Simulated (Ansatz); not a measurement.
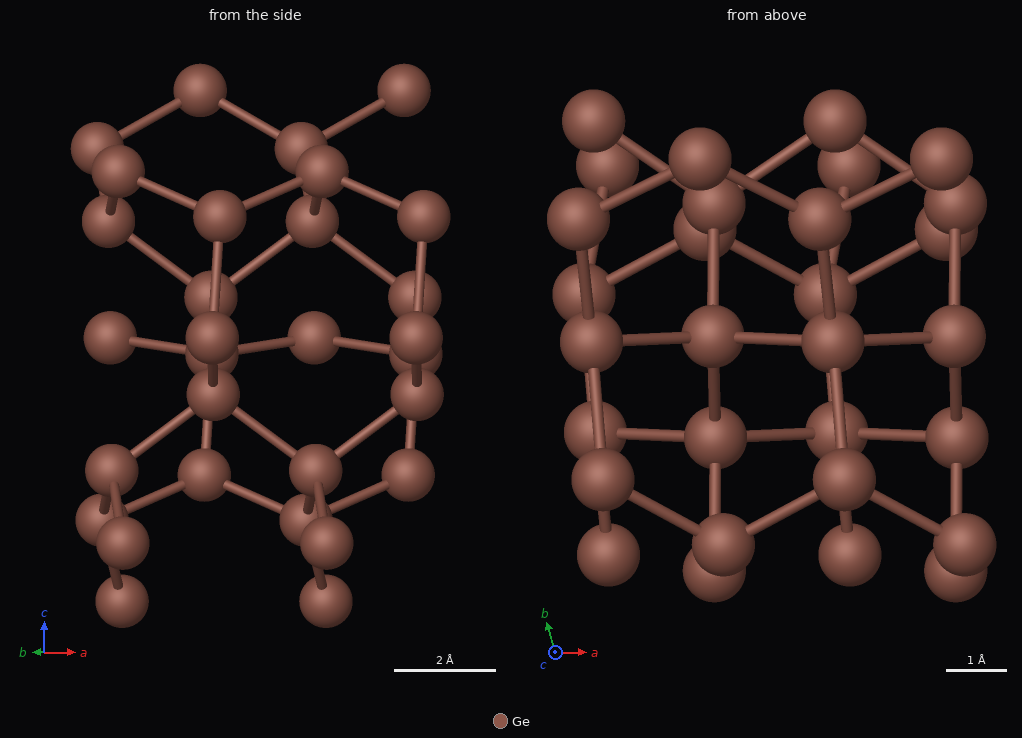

A ball-and-stick picture of a periodic slab, seen from the side and from above. The surface normal points up in side views; the vacuum is left out. 2×1 cells are drawn in the plane, with atoms at the edges repeated.

The cell holds 14 Ge. The slab was cut from bulk Ge (P6_3/mmc).

### How thick is it?

About 10 Å from the lowest to the highest atom.

### What facet is shown?

(1 0 1).

The calculation used DFT PBE, scalar-relativistic, plane waves, PAW (Ansatz), with 420 eV cutoff, Brillouin-zone sampling on a 9×5×1 mesh, Gaussian smearing of 0.1 eV, no spin polarisation.

### How large is the work function at the top and at the bottom?

4.28 eV on both faces.

Provenance: a structure listed in the Materials Project, from which a slab was cut. The atoms were relaxed in a fixed cell with DFT PBE, scalar-relativistic, plane waves, PAW in Ansatz 0.2.0.
